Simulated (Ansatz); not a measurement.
The Ansatz input:

```
crystal:
  lattice:
    - [3.7697978992, 0.0, 0.0]
    - [-1.6634819993, 4.0057209684, 0.0]
    - [0.0, 0.0, 23.2604866755]
  atoms:
    - { symbol: B, position: [0.0011289159, 0.5003763053, 0.3654265759] }
    - { symbol: "N", position: [0.0015720841, 0.1671906947, 0.3654265759] }
    - { symbol: B, position: [0.0011289159, 0.0003763053, 0.4192559456] }
    - { symbol: "N", position: [0.0015720841, 0.6671906947, 0.4192559456] }
    - { symbol: B, position: [0.0011289159, 0.5003763053, 0.4730853152] }
    - { symbol: "N", position: [0.0015720841, 0.1671906947, 0.4730853152] }
    - { symbol: B, position: [0.0011289159, 0.0003763053, 0.5269146848] }
    - { symbol: "N", position: [0.0015720841, 0.6671906947, 0.5269146848] }
    - { symbol: B, position: [0.0011289159, 0.5003763053, 0.5807440544] }
    - { symbol: "N", position: [0.0015720841, 0.1671906947, 0.5807440544] }
    - { symbol: B, position: [0.0011289159, 0.0003763053, 0.6345734241] }
    - { symbol: "N", position: [0.0015720841, 0.6671906947, 0.6345734241] }
basis:
  ecutwfc: 420
kpoints:
  mp_grid: { grid: [8, 7, 1] }
hamiltonian:
  xc: pbesol
scf:
  occupations: { method: gaussian, width: 0.05 }
output:
  forces: true
  eigenvalues: true
  write_density: true
  write_potential: true
  elf: true
  volumetric_format: npy
relax:
  adjacent_minimum: "off"
  f_tol: 0.03
  max_steps: 70
  constraints: [{ sites: [0, 1, 2, 3, 4, 5] }]
efield:
  axis: 3
  dipole_correction: true
  ramp_width: 0.04
```

Run as:
```bash
ansatz run input.yaml --threads 1 --pin off --max-ram 2560MiB --backend cpu --events-out ev --progress --plain --runs-dir out
```

What does the potential across the slab give for the band edges against vacuum?

From the vacuum level at the right face the ionisation potential is 7.09 eV and the electron affinity 5.90 eV; at the left face they are 6.15 and 4.97 eV. The slab's gap, their difference before rounding, is 1.18 eV. The vacuum level is 0.93 eV higher at the right than at the left, so the slab carries a dipole along its normal; the ramp in the vacuum, at or near the edge of the plot, is the dipole correction that keeps each side flat. Some atoms were held fixed in the relaxation, which can itself make the faces differ. The outermost atoms are 6.3 Å apart, which leaves 16.9 Å of vacuum in a cell 23.3 Å high.

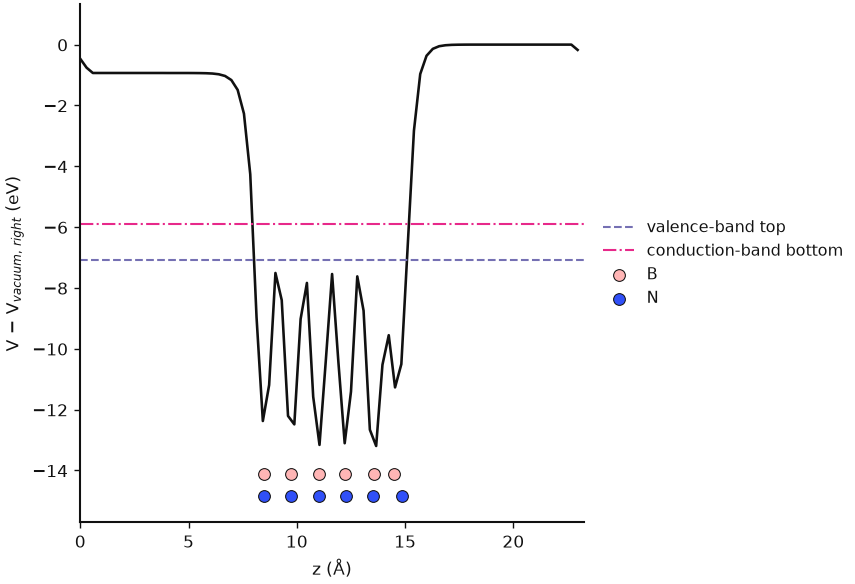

Plane-averaged electrostatic potential energy of an electron across the slab; circles at the bottom mark the heights of the atoms (positions after relaxation).
